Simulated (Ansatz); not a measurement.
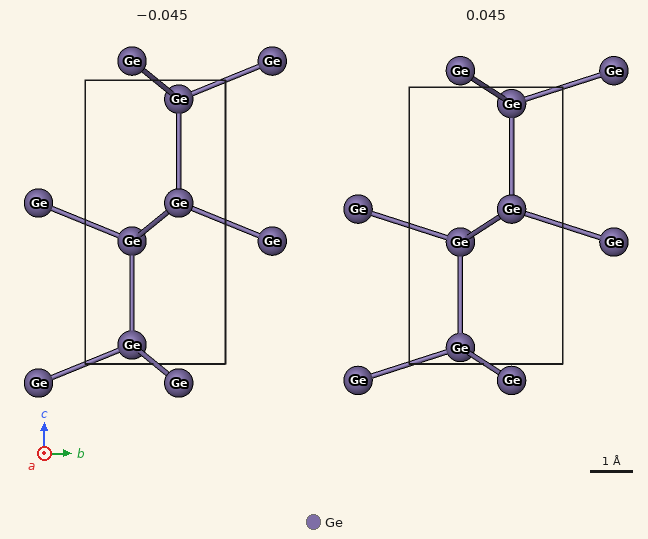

A crystal of Ge (set up in P6_3/mmc), under biaxial strain in the a–b plane (c and atoms relaxed), with energies (extrapolated to zero smearing) counted from the relaxed crystal, which is the row at zero. The picture shows the first and the last member. A ball-and-stick model of the cell of the calculation, seen along the a axis.

Computed with Ansatz 0.2.0: DFT PBE, scalar-relativistic, plane waves, PAW. (plane-wave cutoff 420 eV; k-point mesh 12 × 12 × 8; occupations gaussian; smearing width 0.1 eV; no spin polarisation; force threshold 0.008 eV/Å)

| strain | energy (meV/atom) | a (Å) | c (Å) |
| --- | --- | --- | --- |
| −0.045 | 51.30 | 3.876 | 6.792 |
| −0.03 | 21.99 | 3.936 | 6.754 |
| −0.015 | ? | ? | ? |
| 0.0 | 0.00 | 4.058 | 6.693 |
| 0.015 | 4.95 | 4.119 | 6.669 |
| 0.03 | 19.03 | 4.180 | 6.648 |
| 0.045 | 41.18 | 4.241 | 6.623 |

Question: Fill in the missing row.

Answer: A parabola through three neighbouring rows (−0.045, −0.03, 0.0) gives, with Lagrange weights, (−0.3333)(51.30) + (1.0000)(21.99) + (0.3333)(0.00) = 4.89 meV/atom. The calculation gives 5.31 meV/atom (a = 3.997 Å, c = 6.721 Å). The estimate is 0.42 meV/atom too low. From the first member to the last: Ge–Ge 2.416 → 2.572 Å, Ge–Ge 2.485 → 2.524 Å.

The whole series:

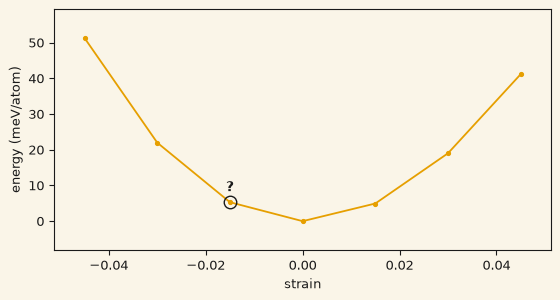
